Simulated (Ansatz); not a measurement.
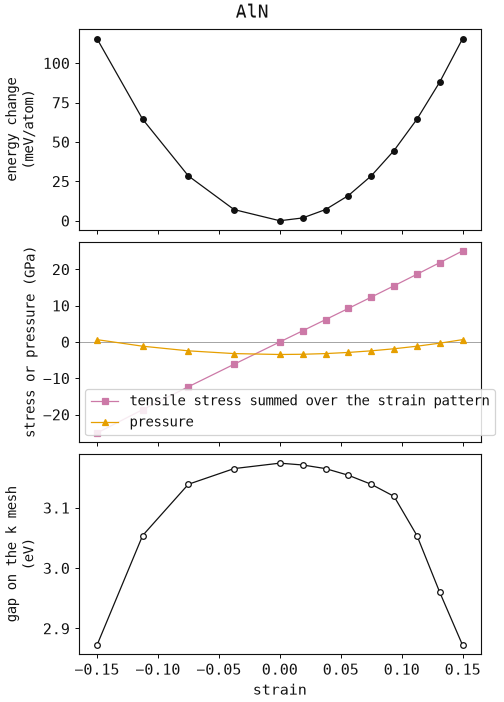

The figure shows the energy change, tensile stress summed over the strain pattern, pressure and gap on the k mesh against strain for AlN, space group P6_3/mmc (No. 194).

Starting cell:
```xyz
4
Lattice="3.3121 0.0000 0.0000 -1.6561 2.8684 0.0000 0.0000 0.0000 4.1876" Properties=species:S:1:pos:R:3 pbc="T T T"
Al    0.0000    1.9123    3.1407
Al    1.6561    0.9561    1.0469
N     0.0000    1.9123    1.0469
N     1.6561    0.9561    3.1407
```

Calculation (Ansatz 0.2.0): homogeneous strain of a crystal along one Voigt pattern with engineering shear, fractional coordinates fixed, by plane-wave density functional theory with PAW datasets, free energies less that of the undisturbed cell, pressure positive in compression; scalar-relativistic. Level: PBEsol, no spin polarisation.

wave cutoff 420 eV; k mesh 12×12×6; occupations Gaussian; smearing width 0.05 eV; k shift (0, 0, 0) (mesh steps); start as given; strain pattern (0, 0, 0, 0, 0, 1) (xx yy zz yz xz xy with engineering shear).

The points at strain −0.1125, −0.0375, 0.075 and 0.15 follow from computed ones by symmetry.

Is the given structure stable along this path?

Yes: the energy rises on both sides of the starting structure, which is therefore a minimum along this path.

What does the tensile stress summed over the strain pattern do across the range?

It rises from −25.1 GPa at strain −0.1500 to 25.1 GPa at 0.1500, and changes sign near 0.000.

Keep in mind: reference crystal is not relaxed.

The computed values:

| strain | energy change (meV/atom) | tensile stress summed over the strain pattern (GPa) | pressure (GPa) | gap on the k mesh (eV) |
| --- | --- | --- | --- | --- |
| −0.1500 | 116 | −25.1 | 0.639 | 2.872 |
| −0.1125 | 64 | −18.6 | −1.172 | 3.054 |
| −0.0750 | 28 | −12.3 | −2.447 | 3.139 |
| −0.0375 | 7 | −6.1 | −3.204 | 3.165 |
| 0.0000 | 0 | 0.0 | −3.455 | 3.174 |
| 0.0187 | 2 | 3.1 | −3.393 | 3.171 |
| 0.0375 | 7 | 6.1 | −3.204 | 3.165 |
| 0.0562 | 16 | 9.2 | −2.890 | 3.154 |
| 0.0750 | 28 | 12.3 | −2.447 | 3.139 |
| 0.0937 | 45 | 15.5 | −1.877 | 3.119 |
| 0.1125 | 64 | 18.6 | −1.172 | 3.054 |
| 0.1312 | 88 | 21.8 | −0.337 | 2.960 |
| 0.1500 | 116 | 25.1 | 0.639 | 2.872 |
